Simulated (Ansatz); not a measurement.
## Electron scattering at the Σ5 (210) boundary in fcc Ag with S (substitutional)

Wanted: what the Σ5 (210) boundary in fcc Ag with S (substitutional) costs an interconnect.

Program: Ansatz 0.2.0. Level of theory: Ansatz plane-wave DFT, PBE, PAW files; relaxation of a bicrystal slab with its lowest layers held; PAW set soft_1, in the first sound run; inputs show where later runs differ. Results are calculated unless marked as measured.

**1. Starting point**

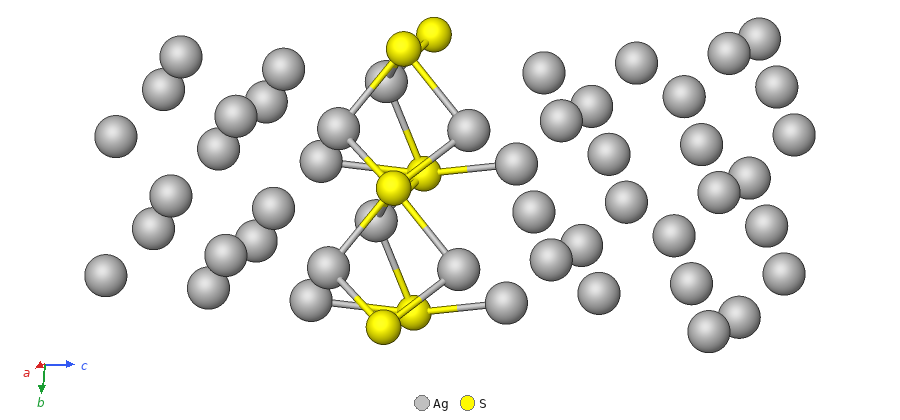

The cell as given, from the side, with the c axis across the page (silver light grey, sulfur yellow). 1×2×1 cells are drawn. Some periodic images of atoms are drawn too.

The cell holds 21 atoms: 20 Ag and 1 S. Its edges and angles: a = 5.005 Å, b = 4.086 Å, c = 30.188 Å, α = 90.0°, β = 90.0°, γ = 65.9°. It derives from Ag. built on the (2 1 0) plane; 2 overlapping atoms removed and the grains opened by 0 Å. Vacuum lies along c.

**2. Relaxing the bicrystal**

The boundary is built by mirroring the lower grain in the boundary plane and removing any atoms that overlap; then the S is put in at the boundary. A thin bicrystal slab is relaxed first, with the lowest layers held and the upper grain free to shift and open.

The input, input.yaml:

```yaml
crystal:
  lattice:
    - [5.0045524935, 0.0, 0.0]
    - [1.6681841645, 3.7301731908, 0.0]
    - [0.0, 0.0, 30.187744037]
  atoms:
    - { symbol: Ag, position: [0.6000000001, 0.6999999999, 0.165630131] }
    - { symbol: Ag, position: [0.2000000001, 0.3999999999, 0.1958974506] }
    - { symbol: Ag, position: [0.8000000001, 0.0999999999, 0.2261647702] }
    - { symbol: Ag, position: [0.4000000001, 0.7999999999, 0.2564320898] }
    - { symbol: Ag, position: [1.0e-10, 0.4999999999, 0.2866994094] }
    - { symbol: Ag, position: [0.6000000001, 0.2, 0.3169667291] }
    - { symbol: Ag, position: [0.2, 0.9, 0.3472340487] }
    - { symbol: Ag, position: [0.8, 0.6, 0.3775013683] }
    - { symbol: Ag, position: [0.4, 0.3, 0.4077686879] }
    - { symbol: S, position: [0.0, 0.0, 0.4380360075] }
    - { symbol: Ag, position: [0.8, 0.6, 0.4985706467] }
    - { symbol: Ag, position: [0.2, 0.9, 0.5288379663] }
    - { symbol: Ag, position: [0.6000000001, 0.2, 0.5591052859] }
    - { symbol: Ag, position: [1.0e-10, 0.4999999999, 0.5893726055] }
    - { symbol: Ag, position: [0.4000000001, 0.7999999999, 0.6196399251] }
    - { symbol: Ag, position: [0.8000000001, 0.0999999999, 0.6499072447] }
    - { symbol: Ag, position: [0.2000000001, 0.3999999999, 0.6801745643] }
    - { symbol: Ag, position: [0.6000000001, 0.6999999999, 0.710441884] }
    - { symbol: Ag, position: [1.0e-10, 0.9999999999, 0.7407092036] }
    - { symbol: Ag, position: [0.4000000001, 0.2999999999, 0.7709765232] }
    - { symbol: Ag, position: [0.8000000002, 0.5999999999, 0.8012438428] }
kpoints:
  mp_grid: { grid: [6, 6, 1] }
hamiltonian:
  xc: pbe
  pseudopotentials: { kind: paw, azcp: { folder: soft_1 } }
scf:
  occupations: { method: fermi_dirac, width: 0.1 }
relax:
  f_tol: 0.03
  max_steps: 80
  constraints: [{ sites: [0, 1, 2, 3] }]
```

Command:

```
$ ansatz run input.yaml --threads 4 --pin off --max-ram 15360MiB --backend cpu --events-out ev --progress --plain --runs-dir out
```

Numbers of over 12 decimals in the logs are rounded to 6 here.

Output:

```text
Engine: ansatz 0.2.0, aarch64-unknown-linux-gnu
Pseudopotentials: kind: paw
Pseudopotential: Ag, paw, valence charge 19, recommended cutoff 420 eV (normal), soft_1/Ag.paw.azcp
Pseudopotential: S, paw, valence charge 6, recommended cutoff 420 eV (normal), soft_1/S.paw.azcp
Functional definition: PBE
  parameter kappa = 0.804
  parameter beta = 0.066725
  exchange = pbe_x(kappa = kappa, mu = beta*pi^2/3)
  correlation = pbe_c(beta = beta)
Crystal: 21 atoms, lattice volume = 563.540 Å³
Basis set: ecut = 420 eV, 11077 PW (Γ), exchange–correlation on 72×60×432 points (8 copies of the dense FFT grid, shifted against one another)
Bands: 232, of which v1, the nominal top of the filled ones, is band 193 counted from 1 (192 counted from 0)
Symmetry: 2 space group operations
Space group: Cm (ITA 8), of the structure as read, at distance tolerance 8.3e-5 Å
k-points: 13 of 36 (time reversal used)
Non-local potential: Ag, projectors of the file, l = 0: 3, l = 1: 2, l = 2: 2, l = 3: 1
Non-local potential: S, projectors of the file, l = 0: 2, l = 1: 2, l = 2: 1
PAW form: soft (Blöchl's): semilocal exchange-correlation on the pseudo side does not see the compensation charge
PAW one-centre angular grid: Ag, 590 points (default); XC on 64 Gauss nodes
PAW one-centre angular grid: S, 110 points (default); XC on 64 Gauss nodes
Initial density: superposition of atomic densities (neutral atoms: chi_scale 0, normalization atom)
Initial wavefunctions: pseudopotential atomic-orbital guess
Functional: x = pbe(κ = 0.804, μ = 0.219515), c = pbe(β = 0.066725)
SCF iter   1: F=—  HF=-152716.229180 eV  |F-HF|=—  |Δ(HF+E_count)|=         —  Δρ=5.12e-2  dr2=2.00e1  ethr=3.10e-3  ⟨swp⟩=6.5  Hψ=11499  notcnv=0  defer=117
preconditioner: auto → LDOS  [metal: Δε(μ)=0.037 eV  Ē_g=9.079 eV  σ=0.100 eV  W_gap=0.09  n_scr=142 (ndim 8)  ℏωp=23.5 eV  f_vac=0.314  D(μ)=6.52/eV (n_scr^D=22)  β→1.0]
SCF iter   2: F=—  HF=-152718.544695 eV  |F-HF|=—  |Δ(HF+E_count)|=    2.32e0  Δρ=7.00e-2  dr2=2.29e1  ethr=3.10e-3  ⟨swp⟩=3.0  Hψ=6399  notcnv=0  defer=320
SCF iter   3: F=—  HF=-152711.512669 eV  |F-HF|=—  |Δ(HF+E_count)|=    7.03e0  Δρ=8.38e-3  dr2=2.95e-1  ethr=3.10e-3  ⟨swp⟩=2.5  Hψ=5590  notcnv=0  defer=328
SCF iter   4: F=—  HF=-152711.479225 eV  |F-HF|=—  |Δ(HF+E_count)|=   3.34e-2  Δρ=1.64e-3  dr2=1.32e-2  ethr=7.64e-5  ⟨swp⟩=2.1  Hψ=5974  notcnv=0  defer=324
SCF iter   5: F=—  HF=-152711.477868 eV  |F-HF|=—  |Δ(HF+E_count)|=   1.36e-3  Δρ=7.81e-4  dr2=2.87e-3  ethr=3.43e-6  ⟨swp⟩=2.5  Hψ=5378  notcnv=0  defer=324
SCF iter   6: F=—  HF=-152711.477717 eV  |F-HF|=—  |Δ(HF+E_count)|=   1.51e-4  Δρ=1.81e-4  dr2=1.57e-4  ethr=7.42e-7  ⟨swp⟩=2.1  Hψ=4144  notcnv=0  defer=324
SCF iter   7: F=—  HF=-152711.477799 eV  |F-HF|=—  |Δ(HF+E_count)|=   8.13e-5  Δρ=9.30e-5  dr2=5.17e-5  ethr=4.06e-8  ⟨swp⟩=2.1  Hψ=5238  notcnv=0  defer=324
SCF iter   8: F=-152711.477795 eV  HF=-152711.477796 eV  |F-HF|=1.02e-6  |Δ(HF+E_count)|=   2.94e-6  Δρ=1.76e-5  dr2=2.14e-6  ethr=5.83e-9  ⟨swp⟩=4.0  Hψ=9546  notcnv=0
SCF 1 converged in 8 iterations: F = -152711.477795 eV  dr2 = 2.14e-6
  greatest PAW one-centre occupation: 1.001 electrons in one spin orbital (limit 2), on the Ag atom at site 5 (counted from 0), in its partial waves of l = 0
relax step   1: F+E_penalty+E_count = -152711.47779466 eV  Δ(F+E_penalty+E_count) = +0.000e0 eV  max|allowed force component| = 4.409e-1 eV/Å  Δτ_max = 0.0000 Å  (8 SCF iters, dr2 threshold 2.25e-5 eV, accepted)
Initial density: handed on by an earlier stage of this run
Initial wavefunctions: those handed on with the density
iter 1 solved again at ethr=6.71e-5 eV; its pass at ethr=3.10e-3 eV (dr2=2.59e-1 eV) is discarded
SCF iter   1: F=—  HF=-152711.761328 eV  |F-HF|=—  |Δ(HF+E_count)|=         —  Δρ=4.33e-3  dr2=2.34e-1  ethr=6.71e-5  ⟨swp⟩=2.0  Hψ=11244  notcnv=0  defer=313
preconditioner: auto → LDOS  [metal: Δε(μ)=0.008 eV  Ē_g=9.399 eV  σ=0.100 eV  W_gap=0.02  n_scr=142 (ndim 8)  ℏωp=23.5 eV  f_vac=0.307  D(μ)=5.86/eV (n_scr^D=12)  β→1.0]
SCF iter   2: F=—  HF=-152711.756381 eV  |F-HF|=—  |Δ(HF+E_count)|=   4.95e-3  Δρ=3.54e-3  dr2=1.62e-1  ethr=6.07e-5  ⟨swp⟩=2.1  Hψ=4791  notcnv=0  defer=313
SCF iter   3: F=—  HF=-152711.723207 eV  |F-HF|=—  |Δ(HF+E_count)|=   3.32e-2  Δρ=5.14e-4  dr2=2.01e-3  ethr=4.19e-5  ⟨swp⟩=2.2  Hψ=4579  notcnv=0  defer=316
SCF iter   4: F=—  HF=-152711.722973 eV  |F-HF|=—  |Δ(HF+E_count)|=   2.35e-4  Δρ=3.57e-4  dr2=7.14e-4  ethr=5.20e-7  ⟨swp⟩=2.8  Hψ=5928  notcnv=0  defer=322
SCF iter   5: F=—  HF=-152711.722792 eV  |F-HF|=—  |Δ(HF+E_count)|=   1.80e-4  Δρ=4.64e-5  dr2=2.73e-5  ethr=1.85e-7  ⟨swp⟩=2.2  Hψ=5009  notcnv=0  defer=322
SCF iter   6: F=-152711.722791 eV  HF=-152711.722791 eV  |F-HF|=7.03e-7  |Δ(HF+E_count)|=   8.28e-7  Δρ=1.54e-5  dr2=1.83e-6  ethr=3.15e-9  ⟨swp⟩=4.5  Hψ=9401  notcnv=0
SCF 2 converged in 6 iterations: F = -152711.722791 eV  dr2 = 1.83e-6
relax step   2: F+E_penalty+E_count = -152711.72279075 eV  Δ(F+E_penalty+E_count) = -2.450e-1 eV  max|allowed force component| = 2.060e-1 eV/Å  Δτ_max = 0.1967 Å  (6 SCF iters, dr2 threshold 1.21e-5 eV, accepted)
SCF iter   1: F=—  HF=-152711.772291 eV  |F-HF|=—  |Δ(HF+E_count)|=         —  Δρ=2.72e-3  dr2=6.50e-2  ethr=2.09e-4  ⟨swp⟩=4.3  Hψ=6303  notcnv=0  defer=301
preconditioner: auto → LDOS  [metal: Δε(μ)=0.009 eV  Ē_g=9.398 eV  σ=0.100 eV  W_gap=0.02  n_scr=142 (ndim 8)  ℏωp=23.5 eV  f_vac=0.307  D(μ)=5.86/eV (n_scr^D=12)  β→1.0]
SCF iter   2: F=—  HF=-152711.766930 eV  |F-HF|=—  |Δ(HF+E_count)|=   5.36e-3  Δρ=2.15e-3  dr2=4.90e-2  ethr=1.68e-5  ⟨swp⟩=2.5  Hψ=6454  notcnv=0  defer=313
SCF iter   3: F=—  HF=-152711.756539 eV  |F-HF|=—  |Δ(HF+E_count)|=   1.04e-2  Δρ=3.13e-4  dr2=1.24e-3  ethr=1.27e-5  ⟨swp⟩=2.1  Hψ=4181  notcnv=0  defer=313
SCF iter   4: F=—  HF=-152711.756427 eV  |F-HF|=—  |Δ(HF+E_count)|=   1.12e-4  Δρ=2.45e-4  dr2=3.41e-4  ethr=3.22e-7  ⟨swp⟩=2.2  Hψ=5038  notcnv=0  defer=306
SCF iter   5: F=—  HF=-152711.756350 eV  |F-HF|=—  |Δ(HF+E_count)|=   7.66e-5  Δρ=5.26e-5  dr2=1.72e-5  ethr=8.82e-8  ⟨swp⟩=2.0  Hψ=5009  notcnv=0  defer=306
SCF iter   6: F=-152711.756347 eV  HF=-152711.756347 eV  |F-HF|=9.07e-8  |Δ(HF+E_count)|=   3.46e-6  Δρ=7.70e-6  dr2=4.49e-7  ethr=6.87e-10  ⟨swp⟩=5.0  Hψ=10836  notcnv=0
SCF 3 converged in 6 iterations: F = -152711.756347 eV  dr2 = 4.49e-7
  greatest PAW one-centre occupation: 1.001 electrons in one spin orbital (limit 2), on the Ag atom at site 14 (counted from 0), in its partial waves of l = 0
relax step   3: F+E_penalty+E_count = -152711.75634693 eV  Δ(F+E_penalty+E_count) = -3.356e-2 eV  max|allowed force component| = 5.991e-2 eV/Å  Δτ_max = 0.1014 Å  (6 SCF iters, dr2 threshold 2.65e-6 eV, accepted)
[...]
relax step   4: F+E_penalty+E_count = -152711.76606514 eV  Δ(F+E_penalty+E_count) = -9.718e-3 eV  max|allowed force component| = 3.133e-2 eV/Å  Δτ_max = 0.0720 Å  (8 SCF iters, accepted)
[...]
relax step   5: F+E_penalty+E_count = -152711.77189219 eV  Δ(F+E_penalty+E_count) = -5.827e-3 eV  max|allowed force component| = 2.857e-2 eV/Å  Δτ_max = 0.1065 Å  (7 SCF iters, accepted)
[...]
relax step   6: F+E_penalty+E_count = -152711.77521909 eV  Δ(F+E_penalty+E_count) = -3.327e-3 eV  max|allowed force component| = 2.648e-2 eV/Å  Δτ_max = 0.0854 Å  (7 SCF iters, accepted)
[...]
relax step   7: F+E_penalty+E_count = -152711.77916654 eV  Δ(F+E_penalty+E_count) = -3.947e-3 eV  max|allowed force component| = 2.329e-2 eV/Å  Δτ_max = 0.1584 Å  (8 SCF iters, accepted)
SCF iter   1: F=—  HF=-152711.793272 eV  |F-HF|=—  |Δ(HF+E_count)|=         —  Δρ=2.41e-3  dr2=3.87e-2  ethr=9.23e-5  ⟨swp⟩=4.4  Hψ=6434  notcnv=0  defer=292
preconditioner: auto → LDOS  [metal: Δε(μ)=0.009 eV  Ē_g=9.415 eV  σ=0.100 eV  W_gap=0.02  n_scr=142 (ndim 8)  ℏωp=23.5 eV  f_vac=0.309  D(μ)=5.70/eV (n_scr^D=12)  β→1.0]
SCF iter   2: F=—  HF=-152711.787277 eV  |F-HF|=—  |Δ(HF+E_count)|=   5.99e-3  Δρ=1.81e-3  dr2=2.18e-2  ethr=1.00e-5  ⟨swp⟩=2.0  Hψ=5725  notcnv=0  defer=298
SCF iter   3: F=—  HF=-152711.780255 eV  |F-HF|=—  |Δ(HF+E_count)|=   7.02e-3  Δρ=1.65e-4  dr2=9.27e-4  ethr=5.64e-6  ⟨swp⟩=2.0  Hψ=4932  notcnv=0  defer=298
SCF iter   4: F=—  HF=-152711.780211 eV  |F-HF|=—  |Δ(HF+E_count)|=   4.42e-5  Δρ=9.91e-5  dr2=1.05e-4  ethr=2.40e-7  ⟨swp⟩=2.0  Hψ=4165  notcnv=0  defer=298
SCF iter   5: F=—  HF=-152711.780194 eV  |F-HF|=—  |Δ(HF+E_count)|=   1.67e-5  Δρ=7.38e-5  dr2=2.64e-5  ethr=2.73e-8  ⟨swp⟩=2.1  Hψ=4410  notcnv=0  defer=298
SCF iter   6: F=—  HF=-152711.780185 eV  |F-HF|=—  |Δ(HF+E_count)|=   9.84e-6  Δρ=1.43e-5  dr2=9.77e-7  ethr=6.83e-9  ⟨swp⟩=2.0  Hψ=4456  notcnv=0  defer=298
SCF iter   7: F=—  HF=-152711.780184 eV  |F-HF|=—  |Δ(HF+E_count)|=   2.96e-7  Δρ=3.25e-6  dr2=1.23e-7  ethr=2.53e-10  ⟨swp⟩=2.0  Hψ=4459  notcnv=0  defer=298
SCF iter   8: F=-152711.780184 eV  HF=-152711.780184 eV  |F-HF|=1.41e-8  |Δ(HF+E_count)|=   6.58e-9  Δρ=9.19e-7  dr2=1.90e-8  ethr=2.59e-11  ⟨swp⟩=4.0  Hψ=9464  notcnv=0
SCF 8 converged in 8 iterations: F = -152711.780184 eV  dr2 = 1.90e-8
relax step   8: F+E_penalty+E_count = -152711.78018426 eV  Δ(F+E_penalty+E_count) = -1.018e-3 eV  max|allowed force component| = 8.293e-3 eV/Å  Δτ_max = 0.0608 Å  (8 SCF iters, accepted)
SCF converged after 8 iterations
Free energy (F): -152711.780184 eV
Harris-Foulkes:  -152711.780184 eV  (|F-HF|=1.41e-8)
Internal energy: -152711.594852 eV  (E = F + TS)
E sigma→0 (E₀):  -152711.687518 eV
Entropy (-TS):   -0.185332 eV (-8.825 meV/atom)
Fermi energy:    9.177919 eV
--- Per-component energies (eV) ---
  E_band       = -7709.118246
  E_kinetic    = 9455.552097
  E_local      = -403604.741082  (includes V_loc(G=0)·N_el)
  E_nonlocal   = 673.679017
  E_hartree    = 199943.814228
  E_xc         = -3261.198199
  E_vxc        = -4096.730629  (∫ρ·V_xc dr)
  E_paw        = -79723.763335  (= ΣΔE_a)
  E_vpaw       = -10024.499977  (= ΣTr[D̂ρ^β])
  E_aug_tail   = 0.007633  (compensation charges beyond the density's cutoff)
  E_ewald      = 123805.054789
  E_smearing   = -0.185332  (= −TS)
  E_closure    = 0.000000  (closes the sum)
  Σ components = -152711.780184   (vs F -152711.780184, Δ=0.00e0)
--- Forces (eV/Å), atoms counted from 1 ---
  atom   1  Ag    -0.00637922     0.00285288     0.17497324
  atom   2  Ag    -0.05005966     0.02238736    -0.14322051
  atom   3  Ag     0.04258550    -0.01904481    -0.15430346
  atom   4  Ag     0.02190561    -0.00979649     0.10559519
  atom   5  Ag     0.00050554    -0.00022608     0.00321779
  atom   6  Ag     0.00007323    -0.00003275     0.00451433
  atom   7  Ag    -0.00084765     0.00037908     0.00008933
  atom   8  Ag    -0.00829345     0.00370895    -0.00176566
  atom   9  Ag    -0.00115649     0.00051720     0.00692671
  atom  10  S     -0.00116643     0.00052164     0.00373871
  atom  11  Ag     0.00494805    -0.00221284    -0.00371317
  atom  12  Ag     0.00427046    -0.00190981    -0.00424749
  atom  13  Ag    -0.00189639     0.00084809     0.00210932
  atom  14  Ag     0.00018622    -0.00008328     0.00263433
  atom  15  Ag     0.00020134    -0.00009004    -0.00140906
  atom  16  Ag     0.00023208    -0.00010379     0.00182315
  atom  17  Ag    -0.00129613     0.00057965    -0.00150231
  atom  18  Ag    -0.00185097     0.00082778    -0.00176018
  atom  19  Ag     0.00028479    -0.00012736     0.00355075
  atom  20  Ag    -0.00072406     0.00032381     0.00322037
  atom  21  Ag    -0.00150953     0.00067508    -0.00047158
  max |Σ_I F_I| component: 1.28e-5 eV/Å
--- Relaxed structure (8 steps of the walk, 8 accepted, 0 SCFs on fresh bases) ---
  F+E_penalty+E_count = -152711.78018426 eV   max|allowed force component| = 8.293e-3 eV/Å
  atoms:
    - { symbol: Ag, position: [0.600000, 0.69999999995, 0.165630131] }
    - { symbol: Ag, position: [0.200000, 0.39999999995, 0.195897] }
    - { symbol: Ag, position: [0.8000000001, 0.100000, 0.226165] }
    - { symbol: Ag, position: [0.400000, 0.800000, 0.256432] }
    - { symbol: Ag, position: [0.00290447, 0.498548, 0.289020] }
    - { symbol: Ag, position: [0.609024, 0.195488, 0.320235] }
    - { symbol: Ag, position: [0.221733, 0.889133, 0.350180] }
    - { symbol: Ag, position: [0.821188, 0.589406, 0.382322] }
    - { symbol: Ag, position: [0.409539, 0.295230, 0.416002] }
    - { symbol: S, position: [-0.046068, 0.023034, 0.443682] }
    - { symbol: Ag, position: [0.701920, 0.649040, 0.489675] }
    - { symbol: Ag, position: [0.118749, 0.940625, 0.524473] }
    - { symbol: Ag, position: [0.510046, 0.244977, 0.552537] }
    - { symbol: Ag, position: [-0.100197, 0.550098, 0.584581] }
    - { symbol: Ag, position: [0.302072, 0.848964, 0.615598] }
    - { symbol: Ag, position: [0.699274, 0.150363, 0.647820] }
    - { symbol: Ag, position: [0.093415, 0.453293, 0.678061] }
    - { symbol: Ag, position: [0.490866, 0.754567, 0.709070] }
    - { symbol: Ag, position: [-0.104200, 1.052100, 0.742557] }
    - { symbol: Ag, position: [0.286026, 0.356987, 0.772320] }
    - { symbol: Ag, position: [0.678962, 0.660519, 0.799043] }
```

Run time: 7 min. Hardware: 4 threads of Arm Neoverse V1, shared host; peak memory 3 GiB; 27 min of CPU time.

Step by step:

```
step  energy less that of the first step (eV)  largest force component (eV/Å)
   1                                   0.0000                          0.4409
   2                                  -0.2450                          0.2060
   3                                  -0.2786                          0.0599
   4                                  -0.2883                          0.0313
   5                                  -0.2941                          0.0286
   6                                  -0.2974                          0.0265
   7                                  -0.3014                          0.0233
   8                                  -0.3024                          0.0083
```

Forces are held to the 2 operations that the run works with; a distortion that breaks them can't arise in this run.

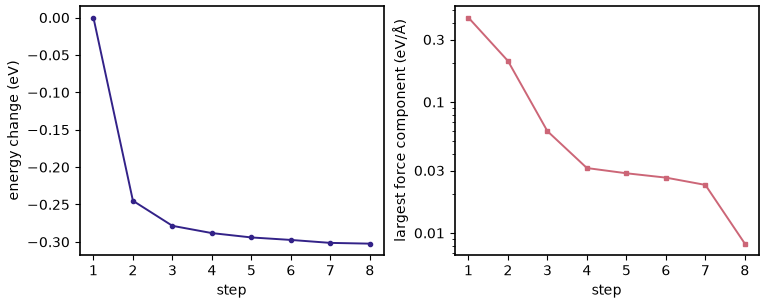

Energy and largest force along the relaxation.

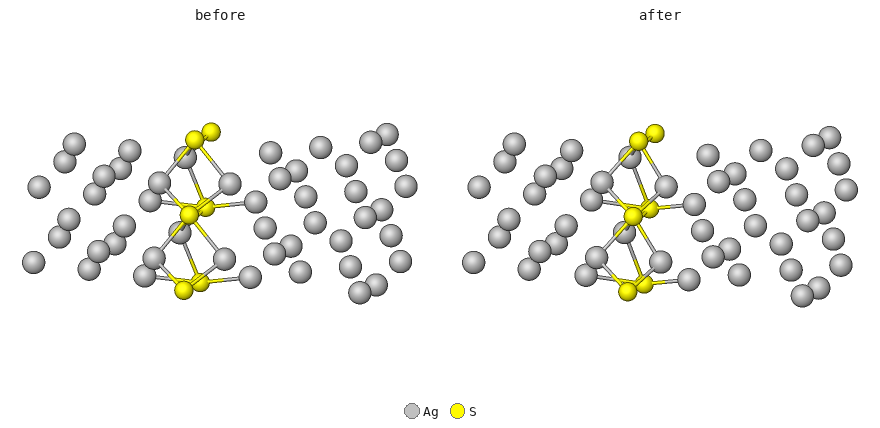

The structure before and after the relaxation, drawn at the same scale.

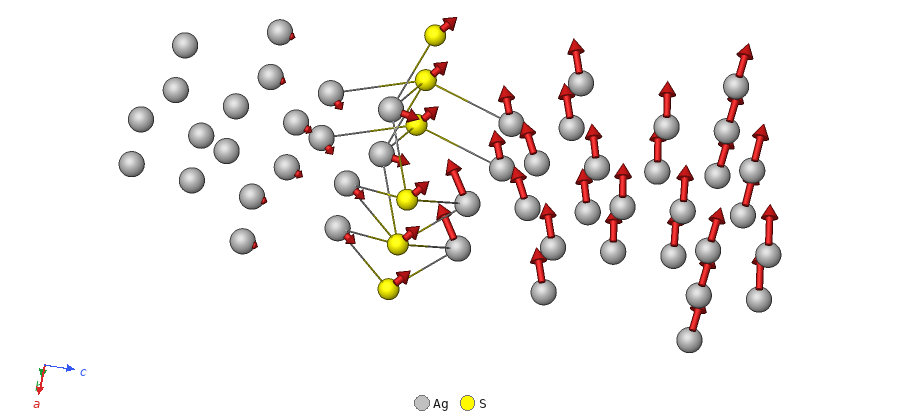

Displacements in the relaxation, exaggerated; the longest in the cell stands for 0.56 Å. 1×2×1 cells are drawn. Some periodic images of atoms are drawn too.

The atoms that moved most (Å):

```
atom      dx     dy      dz  length
Ag21  -0.505  0.226  -0.066   0.557
Ag11  -0.409  0.183  -0.269   0.522
Ag20  -0.475  0.213   0.041   0.522
Ag18  -0.455  0.204  -0.041   0.500
Ag17  -0.445  0.199  -0.064   0.491
Ag14  -0.418  0.187  -0.145   0.480
Ag19  -0.435  0.194   0.056   0.479
Ag16  -0.420  0.188  -0.063   0.464
```

Numbers from this step:

- free energy: -152711.7802 eV
- energy at zero smearing: -152711.6875 eV
- Fermi energy: 9.178 eV

The largest force component on a free atom ends at 0.0083 eV/Å, under the tolerance of 0.03, after 8 steps.

(Part 1 of 2 ends here.)

[Logs are printed without paths, hosts, clocks, repeated set-up lines and the standing remarks that a program may print on its own settings, such as how far it seeks lower states.]

[Hosts, paths, dates, database ids (printed as entryN), source tags and the programs' standing remarks are cut or masked in the printed files.]
